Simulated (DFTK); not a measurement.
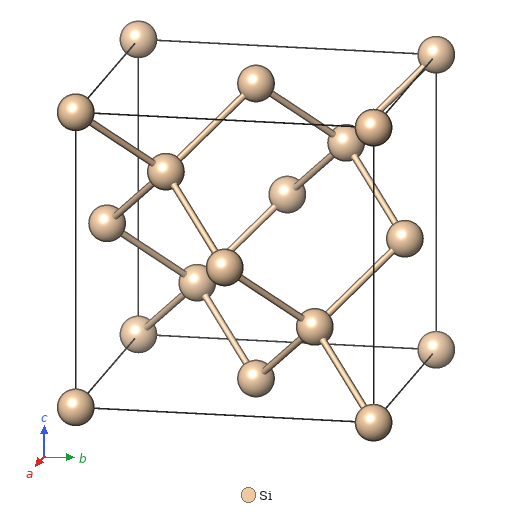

System: Si, space group Fd-3m (No. 227). The picture shows the conventional cell.

Structure:
```
Si
1.0
     0.00000    2.72185    2.72185
     2.72185    0.00000    2.72185
     2.72185    2.72185    0.00000
Si
2
Direct
  0.50000 0.50000 0.50000
  0.75000 0.75000 0.75000
```

Computed with DFTK 0.8.2: plane-wave DFT, no spin polarisation; energies at scaled volumes of the given cell, shape and fractions fixed, counted from the fit's minimum, third-order Birch-Murnaghan fit. Level: r2SCAN.

```
       setting         value
        k mesh         5×5×5
   occupations   Fermi–Dirac
smearing width       0.05 eV
    potentials  sg15 pbe 1.2
   wave cutoff       1225 eV
```

What does the calculation give for the energy and pressure against volume? The volume takes the values 18.95, 19.36, 19.76, 20.16, 20.57, 20.97, 21.37 Å³/atom.

A third-order Birch–Murnaghan fit gives V0 = 20.37 Å³/atom, B0 = 92.9 GPa and B′ = 4.2. The energy is 32.26 meV/atom at volume 18.95 Å³/atom and 13.21 meV/atom at 21.37 Å³/atom; the lowest computed point is at volume 20.57 Å³/atom (0.55 meV/atom). The pressure falls from 7.77 GPa at volume 18.95 Å³/atom to −4.04 GPa at 21.37 Å³/atom, and changes sign near 20.38 Å³/atom.

| volume (Å³/atom) | energy (meV/atom) | pressure (GPa) |
| --- | --- | --- |
| 18.95 | 32.26 | 7.77 |
| 19.36 | 15.91 | 5.26 |
| 19.76 | 5.55 | 3.00 |
| 20.16 | 0.61 | 0.96 |
| 20.57 | 0.55 | −0.88 |
| 20.97 | 4.89 | −2.54 |
| 21.37 | 13.21 | −4.04 |

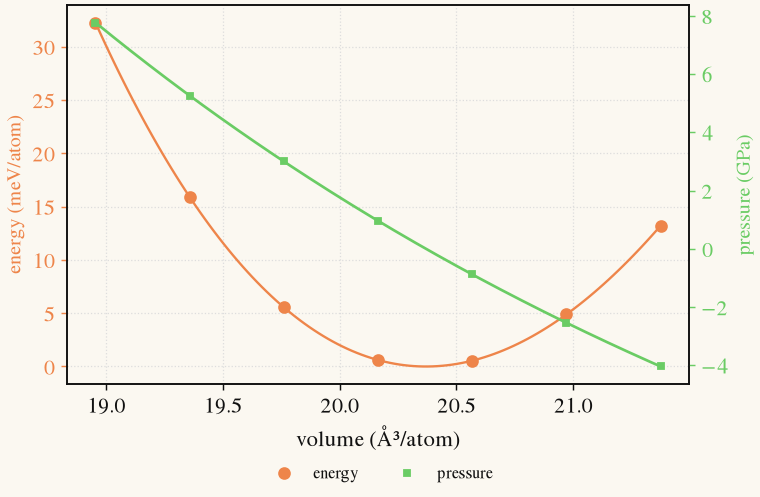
